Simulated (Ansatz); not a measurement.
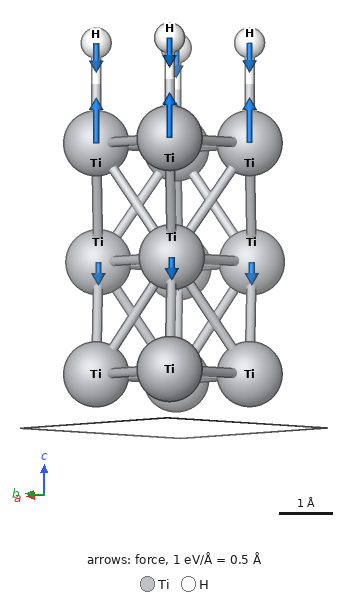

Starting geometry of a slab of composition Ti$_{3}$H (cut from the P6_3/mmc phase) with the computed forces as blue arrows. The picture is a ball-and-stick view of the 2 × 2 repeat of the cell, outlined in the plane, without the vacuum, seen from a free direction.

Case: H put at a top Ti site. The slab is the (0 0 1) face of Ti with H on it. 1 atoms are held fixed.

Method: DFT r2SCAN, scalar-relativistic, plane waves, PAW in Ansatz. (plane-wave cutoff 500 eV; k-point mesh 12 × 12 × 1; occupations gaussian; smearing width 0.1 eV; no spin polarisation; dipole correction; atoms relaxed in a fixed cell; force threshold 0.03 eV/Å; at most 70 steps)

> Is this structure relaxed? If not, where do the atoms go?

It isn't relaxed: the largest force vector, on a Ti atom, is 1.77 eV/Å. The atoms end up moving mostly along the starting forces (cosine between the two patterns 0.99). Over 4 geometry steps the energy falls by 0.196 eV per cell of the calculation. The largest force component goes from 1.8 to 0.0077 eV/Å. The atom that moves furthest is a Ti atom (0.11 Å along the normal (+c)). Largest moves by element: Ti 0.11 Å, H 0.08 Å. The cell doesn't change. Near-neighbour distances that change, for instance: H–Ti 1.920 → 1.731 Å, Ti–Ti 2.786 → 2.942 Å, Ti–Ti 2.787 → 2.721 Å. The run took 48 s on 2 threads of Arm Neoverse V2, on a shared host, peak memory 0.83 GiB.

Limits of the set-up: the periodic images lie only 2.9 Å apart, so the values are limited by the cell's size.
